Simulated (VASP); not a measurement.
SiC (2 atoms in the cell), run with VASP.

INCAR
```
ENCUT = 520.000000
EDIFF = 1.00e-07
GGA = PS
PREC = Accurate
IBRION = -1
ISIF = 2
NBANDS = 11
NSW = 0
LASPH = .TRUE.
LCHARG = .FALSE.
LWAVE = .FALSE.
LREAL = .FALSE.
NELM = 94
ISMEAR = 2
SIGMA = 0.6
```

KPOINTS
```
KPOINTS created by Atomic Simulation Environment
0
Gamma
10 10 10
0 0 0
```

POSCAR
```
Si C
 1.0000000000000000
    -0.0444000000000000    1.9720000000000000    1.9421999999999999
     2.0186999999999999   -0.0989000000000000    1.9966999999999999
     1.9864999999999999    1.9943000000000000   -0.0668000000000000
 Si  C
   1   1
Cartesian
  1.9516700100000000  1.9732917699999999 -0.0082168700000000
  2.1014865899999999  1.7588326900000000  1.7757595999999998
```

Will this run converge, and how?

Answer. It converged, after 12 steps. The energy change comes down, with one marked jump up, by about 6 orders of magnitude, at step 6. The jump at step 6 comes where the charge density, held fixed for the first 5 steps, starts to be updated. The input holds a fault (smearing far too wide). The SCF closed all the same, which doesn't make the results meaningful for the real system.

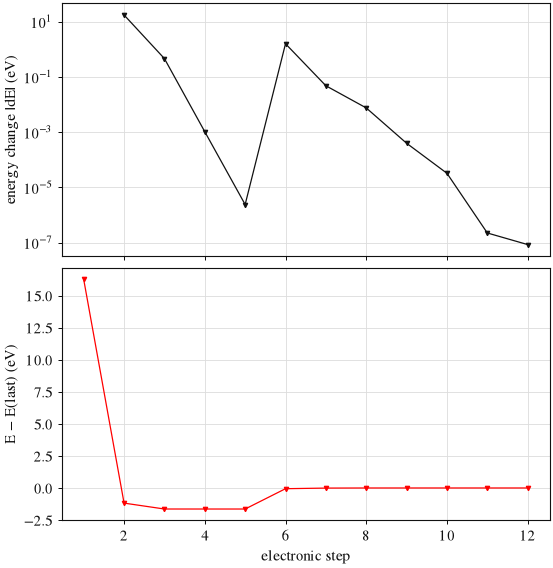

Electronic steps of a calculation: energy change |dE|, free energy less its last value.
